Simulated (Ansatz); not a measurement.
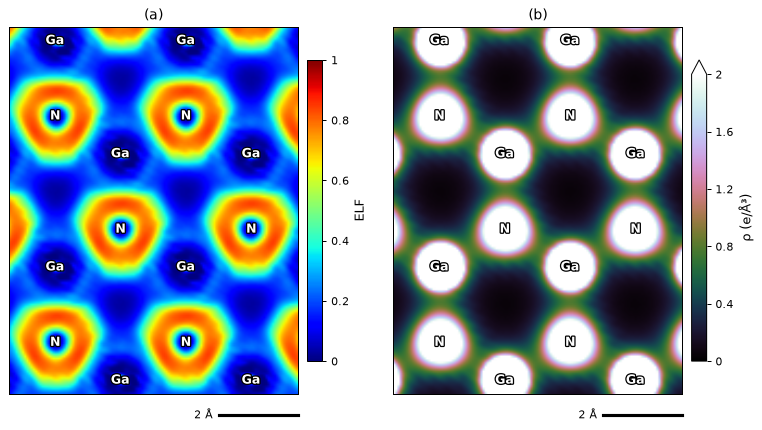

GaN. (a) electron localisation function; (b) valence pseudo-density on the (001) plane of the conventional cell.

Space group P6₃/mmc; started from the h-MgO (five-fold) prototype, which need not be the ambient phase.

Level of theory: DFT, PBEsol, plane waves, PAW in Ansatz.

```
Ga N
1.0
     3.30729    0.00000    0.00000
    -1.65365    2.86420    0.00000
     0.00000    0.00000    4.72054
Ga N
2 2
Direct
  0.33333 0.66667 0.25000
  0.66667 0.33333 0.75000
  0.66667 0.33333 0.25000
  0.33333 0.66667 0.75000
```

### What does the map show?

The section cuts through Ga and N sites.
Ga–N (1.91 Å): ρ at the midpoint is about 0.8 e/Å³; the ELF peaks at about 0.85 in the valence shell of N, 0.6 Å from its nucleus, and is about 0.50 at the midpoint.
Between the atoms the lowest density in this plane is 0.05 e/Å³.
